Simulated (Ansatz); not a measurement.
**Energy of Li along an even scaling of the cell**

System: Li (P6₃/mmc, 2 atoms in the cell).
Method: Kohn-Sham DFT of a periodic cell, PBE, all-electron LAPW, scalar-relativistic, no spin polarisation (Ansatz 0.2.0).

The 7 runs differ only in the geometry, by an even scaling of the cell at fixed fractional positions. The structure derives from an entry of the Crystallography Open Database.

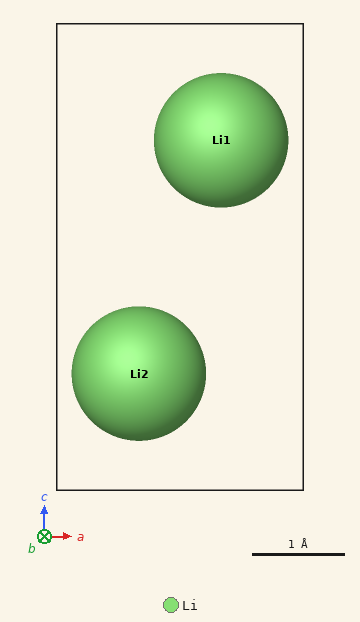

Figure 1. The structure of run 4 (spheres-only view of the cell of the calculation, along the b axis; atoms are numbered from 1 in the order of the input).

**Input of run 4**
```yaml
crystal:
  lattice:
    - [3.111, 0.0, 0.0]
    - [-1.5555, 2.6942050312, 0.0]
    - [0.0, 0.0, 5.093]
  atoms:
    - { symbol: Li, position: [0.6666666667, 0.3333333333, 0.75] }
    - { symbol: Li, position: [0.3333333333, 0.6666666667, 0.25] }
kpoints:
  mp_grid: { grid: [10, 10, 5] }
scf:
  occupations: { method: fermi_dirac, width: 0.05 }
hamiltonian:
  xc: pbe
  pseudopotentials: { kind: all_electron, lapw: { basis_error: 0.0005 } }
output:
  forces: true
  stress: true
  eigenvalues: true
```

Command:
```bash
ansatz run input.yaml --threads 1 --pin off --max-ram 3072MiB --backend cpu --events-out ev --progress --plain --runs-dir out
```

Run 2 differs from it as follows:
```diff
-    - [3.111, 0.0, 0.0]
-    - [-1.5555, 2.6942050312, 0.0]
-    - [0.0, 0.0, 5.093]
+    - [3.0689543053, 0.0, 0.0]
+    - [-1.5344771526, 2.6577923915, 0.0]
+    - [0.0, 0.0, 5.0241672378]
```

**Results, with one run withheld**

| run | volume per atom (Å³) | free energy per atom, from the lowest run given (meV) | pressure (GPa) |
| --- | --- | --- | --- |
| 1 | 20.063 | 0.00 | 0.10 |
| 2 | 20.490 | ? | ? |
| 3 | 20.917 | 0.97 | −0.45 |
| 4 | 21.344 | 2.48 | −0.69 |
| 5 | 21.771 | 4.61 | −0.91 |
| 6 | 22.198 | 7.32 | −1.11 |
| 7 | 22.625 | 10.52 | −1.29 |

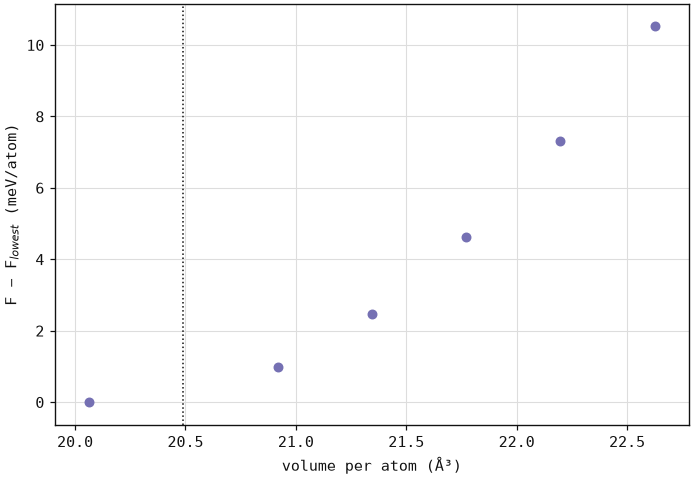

Figure 2. Free energy per atom of the runs given; the dotted line marks run 2.

Estimate the energy of run 2 from the others.

A cubic polynomial in V^(−2/3) (the Birch–Murnaghan form), fitted to the 6 runs given, misses them by at most 0.01 meV per atom. With x = V^(−2/3) − 0.12950 Å⁻², it reads F = 2.9963 − 1162 x + 1.1284e+05 x² − 3.5343e+05 x³ (meV per atom). At run 2 it gives 0.12 meV per atom, and the run itself gives 0.12. The slope of the fit gives a pressure −dF/dV of −0.18 GPa there, and the run prints −0.18 GPa. The fit has its minimum at 20.210 Å³ per atom, where V d²F/dV² gives 13.7 GPa. Cell shape and fractional positions are held, so this is the stiffness under even scaling; the relaxed bulk modulus wasn't computed.

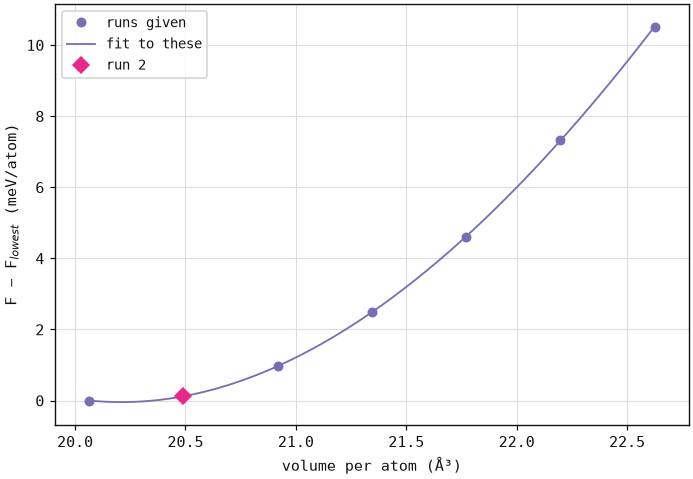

Figure 3. The fit and the withheld run.

**Output, shortened to warnings, some set-up lines, iterations and results (run 2)**
```
Basis set: ecut = 74.63970031760925 eV, 55 PW (Γ), exchange–correlation at level 2
Symmetry: 24 space group operations
k-points: 42 of 500
Initial density: superposition of atomic densities (chi_scale 0.1, normalization cell)
[...]
SCF iter   1: F=—  HF=-409.379331 eV  |F-HF|=—  |Δ(HF+E_count)|=         —  Δρ=1.81e-3  dr2=1.54e-3  ethr=2.59e-5  ⟨swp⟩=4.4  Hψ=2630  notcnv=0
SCF iter   2: F=—  HF=-409.377844 eV  |F-HF|=—  |Δ(HF+E_count)|=   1.49e-3  Δρ=1.17e-3  dr2=7.03e-4  ethr=2.57e-5  ⟨swp⟩=2.0  Hψ=1004  notcnv=0
SCF iter   3: F=—  HF=-409.377573 eV  |F-HF|=—  |Δ(HF+E_count)|=   2.71e-4  Δρ=1.74e-4  dr2=1.78e-5  ethr=2.96e-7  ⟨swp⟩=2.0  Hψ=1602  notcnv=0
SCF iter   4: F=-409.377579 eV  HF=-409.377579 eV  |F-HF|=2.28e-8  |Δ(HF+E_count)|=   5.96e-6  Δρ=7.43e-6  dr2=3.20e-8  ethr=2.96e-7  ⟨swp⟩=2.0  Hψ=1004  notcnv=0
SCF 1 converged in 4 iterations: F = -409.377579 eV  dr2 = 3.20e-8
SCF converged after 4 iterations
Free energy (F): -409.377579 eV
Harris-Foulkes:  -409.377579 eV  (|F-HF|=2.28e-8)
Internal energy: -409.370212 eV  (E = F + TS)
E sigma→0 (E₀):  -409.373895 eV
Entropy (-TS):   -0.007367 eV (-3.683 meV/atom)
Fermi energy:    0.859929 eV
--- Per-component energies (eV) ---
  E_band       = -183.581723
  E_kinetic    = 406.050402
  E_xc         = -101.455970
  E_electrostatic = -713.964644  (all electrons and nuclei)
  E_smearing   = -0.007367  (= −TS)
  E_closure    = 0.000000  (closes the sum)
  E_atoms      = -405.569258  (free atoms, spherical and without spin; not in F)
  Σ components = -409.377579   (vs F -409.377579, Δ=0.00e0)
  Basis errors (estimates in eV, not in F): energy 1.5e-4 per atom: plane waves 1.5e-4 (1.1e-4 summed), levels above the bands 8.0e-57, relativity 2.1e-9, radial functions 1.3e-6, core shells 0.0e0; eigenvalues (radial functions only) 1.3e-5; not estimated: angular momenta, meshes, grids; target …
--- Forces (eV/Å), atoms counted from 1 ---
  atom   1  Li    -0.00000000    -0.00000000     0.00000000
  atom   2  Li     0.00000000     0.00000000    -0.00000000
  max |Σ_I F_I| component: 5.78e-19 eV/Å
--- Stress (GPa, compression-positive) ---
       -0.113839       0.000000      -0.000000
        0.000000      -0.113839       0.000000
       -0.000000       0.000000      -0.324616
  P = ⅓ Tr σ = -0.1841 GPa (-1.841 kbar)
```
